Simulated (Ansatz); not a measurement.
**Two runs on ZrC**

System: ZrC (2 atoms in the cell).
Method of run 1: DFT, PBEsol, plane waves, PAW, Ueff = 6 eV on Zr d, no spin polarisation (Ansatz 0.2.0).

The structure derives from an entry of the Crystallography Open Database. Text and figures count atoms from 1; the logs count them from 0 in places.

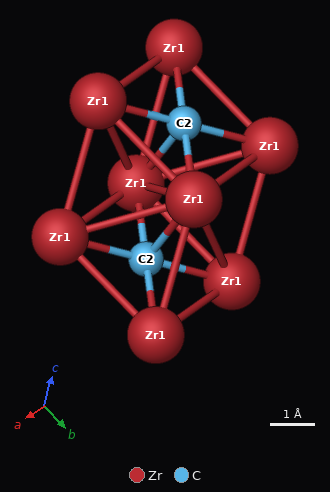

**Figure 1.** The input geometry (ball-and-stick view of the reduced cell, seen at an oblique angle; atoms are numbered from 1 in the order of the input). An atom can appear more than once, as a periodic image. Near neighbours in the periodic cell (some may lie outside the picture): Zr has 6 C at 2.28 to 2.36 Å and 12 Zr at 3.22 to 3.28 Å; C has 6 Zr at 2.28 to 2.36 Å.

**The input, run 1**
```yaml
crystal:
  lattice:
    - [3.2188795813, -2.28e-08, 0.0003827805]
    - [-2.28e-08, 3.2188795813, 0.0003827805]
    - [1.6097259713, 1.6097259713, 2.3608422]
  atoms:
    - { symbol: Zr, position: [0.0, 0.0, 0.0] }
    - { symbol: C, position: [0.5, 0.5, 0.0] }
basis:
  ecutwfc: 420
kpoints:
  mp_grid: { grid: [11, 11, 14] }
hamiltonian:
  xc: pbesol
  hubbard: { sites: [{ species: Zr, l: d, u_eff: 6.0 }], double_counting: fll }
scf:
  occupations: { method: gaussian, width: 0.1 }
output:
  forces: true
  eigenvalues: true
  stress: true
```

Launched with:
```bash
ansatz run input.yaml --threads 2 --pin off --max-ram 5120MiB --backend cpu --events-out ev --progress --plain --runs-dir out
```

Hardware: 2 threads of Arm Neoverse N1, 24 GiB of memory available, shared host.

**Output, shortened to warnings, some set-up lines, iterations and results (run 1)**
```
Basis set: ecut = 420 eV, 491 PW (Γ), exchange–correlation on 48×48×48 points (8 copies of the dense FFT grid, shifted against one another)
Symmetry: 4 space group operations
k-points: 468 of 1694
Initial density: superposition of atomic densities (chi_scale 0.1, normalization cell, long waves kept (reshape's long-wave potential 0.00 eV rms))
[...]
SCF iter   1: F=—  HF=-4372.626908 eV  |F-HF|=—  |Δ(HF+E_count)|=         —  Δρ=1.39e-1  dr2=6.94e0  ethr=3.10e-3  ⟨swp⟩=5.0  Hψ=28248  notcnv=0
SCF iter   2: F=—  HF=-4371.123964 eV  |F-HF|=—  |Δ(HF+E_count)|=    1.50e0  Δρ=4.16e-2  dr2=5.03e-1  ethr=3.10e-3  ⟨swp⟩=2.0  Hψ=13107  notcnv=0
SCF iter   3: F=—  HF=-4371.151306 eV  |F-HF|=—  |Δ(HF+E_count)|=   2.73e-2  Δρ=1.76e-2  dr2=4.84e-2  ethr=3.10e-3  ⟨swp⟩=2.0  Hψ=9298  notcnv=0
SCF iter   4: F=—  HF=-4371.189644 eV  |F-HF|=—  |Δ(HF+E_count)|=   3.83e-2  Δρ=4.60e-3  dr2=3.27e-3  ethr=3.03e-4  ⟨swp⟩=2.3  Hψ=10533  notcnv=0
SCF iter   5: F=—  HF=-4371.190010 eV  |F-HF|=—  |Δ(HF+E_count)|=   3.66e-4  Δρ=6.45e-4  dr2=1.11e-4  ethr=2.04e-5  ⟨swp⟩=2.5  Hψ=9433  notcnv=0
SCF iter   6: F=—  HF=-4371.190083 eV  |F-HF|=—  |Δ(HF+E_count)|=   7.27e-5  Δρ=2.58e-4  dr2=2.15e-5  ethr=6.91e-7  ⟨swp⟩=2.4  Hψ=7872  notcnv=0
SCF iter   7: F=—  HF=-4371.190085 eV  |F-HF|=—  |Δ(HF+E_count)|=   1.85e-6  Δρ=2.32e-5  dr2=1.69e-7  ethr=1.34e-7  ⟨swp⟩=2.0  Hψ=7447  notcnv=0
SCF iter   8: F=-4371.190085 eV  HF=-4371.190085 eV  |F-HF|=1.08e-8  |Δ(HF+E_count)|=   2.28e-9  Δρ=6.84e-6  dr2=1.65e-8  ethr=6.25e-10  ⟨swp⟩=5.2  Hψ=25553  notcnv=0
SCF 1 converged in 8 iterations: F = -4371.190085 eV  dr2 = 1.65e-8
SCF converged after 8 iterations
Free energy (F): -4371.190085 eV
Harris-Foulkes:  -4371.190085 eV  (|F-HF|=1.08e-8)
Internal energy: -4371.188732 eV  (E = F + TS)
E sigma→0 (E₀):  -4371.189408 eV
Entropy (-TS):   -0.001353 eV (-0.676 meV/atom)
Fermi energy:    16.611418 eV
--- Per-component energies (eV) ---
  E_band       = -30.105911
  E_kinetic    = 428.101337
  E_local      = -564.606998  (includes V_loc(G=0)·N_el)
  E_nonlocal   = 105.322265
  E_hartree    = 169.403277
  E_xc         = -211.702268
  E_vxc        = -254.286986  (∫ρ·V_xc dr)
  E_hubbard    = 5.660494  (on-site DFT+U / exact-exchange correction)
  E_vhub       = 3.372170  (the Hubbard potential's part of the band-sum identity)
  E_paw        = -2994.232895  (= ΣΔE_a)
  E_vpaw       = -86.812865  (= ΣTr[D̂ρ^β])
  E_aug_tail   = 0.000028  (compensation charges beyond the density's cutoff)
  E_ewald      = -1309.320793
  E_core_change = 0.186821  (= ΣΔE_core)
  E_smearing   = -0.001353  (= −TS)
  E_closure    = 0.000000  (closes the sum)
  Σ components = -4371.190085   (vs F -4371.190085, Δ=0.00e0)
--- Forces (eV/Å), atoms counted from 1 ---
  atom   1  Zr     0.00000000    -0.00000000     0.00000000
  atom   2  C      0.00000000     0.00000000     0.00000000
  max |Σ_I F_I| component: 1.58e-30 eV/Å
--- Stress (GPa, compression-positive) ---
       27.040619      -0.017833      -0.020130
       -0.017833      27.040619      -0.020130
       -0.020130      -0.020130       9.965867
  P = ⅓ Tr σ = 21.3490 GPa (213.490 kbar)
Occupation matrices written to [file]
```

Run 2 used a changed input.

**The two runs side by side**

| quantity | run 1 | run 2 |
| --- | --- | --- |
| outcome | converged | converged |
| free energy per atom (eV) | −2185.5950 | −2188.5560 |
| energy per atom, smearing taken to zero (eV) | −2185.5947 | −2188.5556 |
| gap on the mesh (eV) | 0.00 | 0.00 |
| pressure (GPa) | 21.35 | 10.77 |
| largest force (eV/Å) | 0.000 | 0.000 |
| SCF iterations | 8 | 6 |
| irreducible k-points | 468 | 468 |
| plane waves at Γ | 491 | 491 |
| wall time (shared host) | 13 s | 6.8 s |

What was changed in the input?

The change (lines with − go, lines with + come):
```diff
-  hubbard: { sites: [{ species: Zr, l: d, u_eff: 6.0 }], double_counting: fll }
```

The total energies belong to different models, so their difference says nothing on which is more stable or more accurate. The pressure goes from 21.35 to 10.77 GPa. The SCF takes 6 iterations against 8. On the same kind of shared host run 2 took about 0.51 times as long. The two runs start from different initial densities, which also moves the count.

**Output, shortened to warnings, some set-up lines, iterations and results (run 2)**
```
Basis set: ecut = 420 eV, 491 PW (Γ), exchange–correlation on 48×48×48 points (8 copies of the dense FFT grid, shifted against one another)
Symmetry: 4 space group operations
k-points: 468 of 1694
Initial density: superposition of atomic densities (neutral atoms: chi_scale 0, normalization atom), corrected by the library's trained network
[...]
SCF iter   1: F=—  HF=-4377.119502 eV  |F-HF|=—  |Δ(HF+E_count)|=         —  Δρ=9.91e-3  dr2=3.05e-2  ethr=1.77e-3  ⟨swp⟩=5.0  Hψ=28200  notcnv=0
SCF iter   2: F=—  HF=-4377.115012 eV  |F-HF|=—  |Δ(HF+E_count)|=   4.49e-3  Δρ=6.28e-3  dr2=1.30e-2  ethr=1.91e-4  ⟨swp⟩=1.0  Hψ=9360  notcnv=0
SCF iter   3: F=—  HF=-4377.112027 eV  |F-HF|=—  |Δ(HF+E_count)|=   2.99e-3  Δρ=7.17e-4  dr2=5.81e-5  ethr=8.14e-5  ⟨swp⟩=2.0  Hψ=7220  notcnv=0
SCF iter   4: F=—  HF=-4377.112005 eV  |F-HF|=—  |Δ(HF+E_count)|=   2.17e-5  Δρ=1.66e-4  dr2=2.65e-6  ethr=3.63e-7  ⟨swp⟩=2.3  Hψ=9274  notcnv=0
SCF iter   5: F=-4377.112006 eV  HF=-4377.112006 eV  |F-HF|=4.78e-8  |Δ(HF+E_count)|=   3.75e-7  Δρ=1.93e-5  dr2=6.36e-8  ethr=1.65e-8  ⟨swp⟩=2.1  Hψ=9187  notcnv=0
SCF iter   6: F=-4377.112006 eV  HF=-4377.112006 eV  |F-HF|=2.79e-10  |Δ(HF+E_count)|=   2.47e-8  Δρ=2.29e-6  dr2=6.75e-10  ethr=3.98e-10  ⟨swp⟩=2.3  Hψ=20623  notcnv=0
SCF 1 converged in 6 iterations: F = -4377.112006 eV  dr2 = 6.75e-10
SCF converged after 6 iterations
Free energy (F): -4377.112006 eV
Harris-Foulkes:  -4377.112006 eV  (|F-HF|=2.79e-10)
Internal energy: -4377.110342 eV  (E = F + TS)
E sigma→0 (E₀):  -4377.111174 eV
Entropy (-TS):   -0.001663 eV (-0.832 meV/atom)
Fermi energy:    15.793874 eV
--- Per-component energies (eV) ---
  E_band       = -32.560605
  E_kinetic    = 426.290400
  E_local      = -565.623454  (includes V_loc(G=0)·N_el)
  E_nonlocal   = 106.489109
  E_hartree    = 170.460666
  E_xc         = -211.107261
  E_vxc        = -253.558109  (∫ρ·V_xc dr)
  E_paw        = -2994.485859  (= ΣΔE_a)
  E_vpaw       = -87.079493  (= ΣTr[D̂ρ^β])
  E_aug_tail   = 0.000028  (compensation charges beyond the density's cutoff)
  E_ewald      = -1309.320793
  E_core_change = 0.186821  (= ΣΔE_core)
  E_smearing   = -0.001663  (= −TS)
  E_closure    = -0.000000  (closes the sum)
  Σ components = -4377.112006   (vs F -4377.112006, Δ=0.00e0)
--- Forces (eV/Å), atoms counted from 1 ---
  atom   1  Zr     0.00000000     0.00000000     0.00000000
  atom   2  C      0.00000000     0.00000000     0.00000000
  max |Σ_I F_I| component: 1.58e-30 eV/Å
--- Stress (GPa, compression-positive) ---
       16.194956      -0.057349       0.019463
       -0.057349      16.194956       0.019463
        0.019463       0.019463      -0.073136
  P = ⅓ Tr σ = 10.7723 GPa (107.723 kbar)
```
